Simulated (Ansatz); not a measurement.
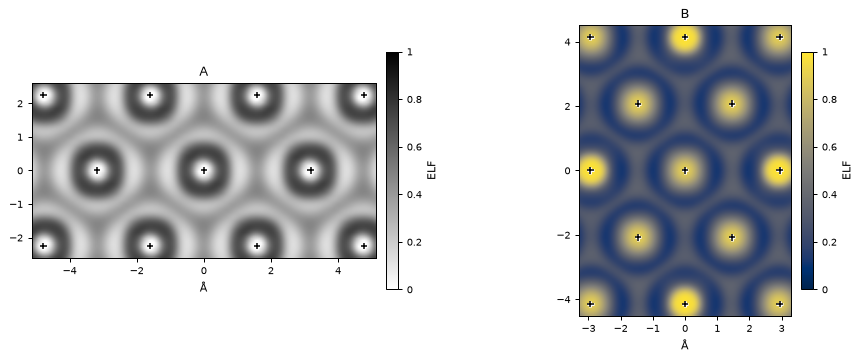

The ELF of 2 systems, each on a plane through atoms (crosses mark nuclei in the plane).

These are results of DFT PBE, scalar-relativistic, plane waves, PAW (Ansatz), not measurements.

System 1: W, the (101̄) plane of the conventional cell. Space group Im-3m.

```
W
1.0
     3.18356    0.00000    0.00000
     0.00000    3.18356    0.00000
     0.00000    0.00000    3.18356
W
2
Direct
  0.00000 0.00000 0.00000
  0.50000 0.50000 0.50000
```

System 2: Fe$_{5}$Co$_{3}$, the (011) plane of the conventional cell. Space group Im-3m; a structure from a database of computed crystals, not necessarily the ambient phase; changed on purpose from its base cell (volume × 1.10); computed pressure about −15 GPa in this cell; spin-polarised.

```
CELL_PARAMETERS angstrom
5.87795 0.00000 0.00000
0.00000 5.87795 0.00000
0.00000 0.00000 5.87795
ATOMIC_POSITIONS crystal
Fe 0.00000 0.00000 0.00000
Fe 0.50000 0.50000 0.50000
Fe 0.25000 0.25000 0.75000
Fe 0.75000 0.75000 0.25000
Fe 0.25000 0.75000 0.25000
Fe 0.75000 0.25000 0.75000
Fe 0.75000 0.25000 0.25000
Fe 0.25000 0.75000 0.75000
Fe 0.25000 0.25000 0.25000
Fe 0.75000 0.75000 0.75000
Co 0.50000 0.00000 0.00000
Co 0.00000 0.50000 0.50000
Co 0.00000 0.00000 0.50000
Co 0.50000 0.50000 0.00000
Co 0.00000 0.50000 0.00000
Co 0.50000 0.00000 0.50000
```

Q: Match each panel to its system.

A: Panel A is system 1, W: the plane holds W. W–W (2.76 Å): the ELF is about 0.40 at the midpoint. Panel B is system 2, Fe$_{5}$Co$_{3}$: the plane holds Fe and Co. Fe–Fe (2.55 Å): the ELF is about 0.25 at the midpoint (no shared electron pair shows on this line).
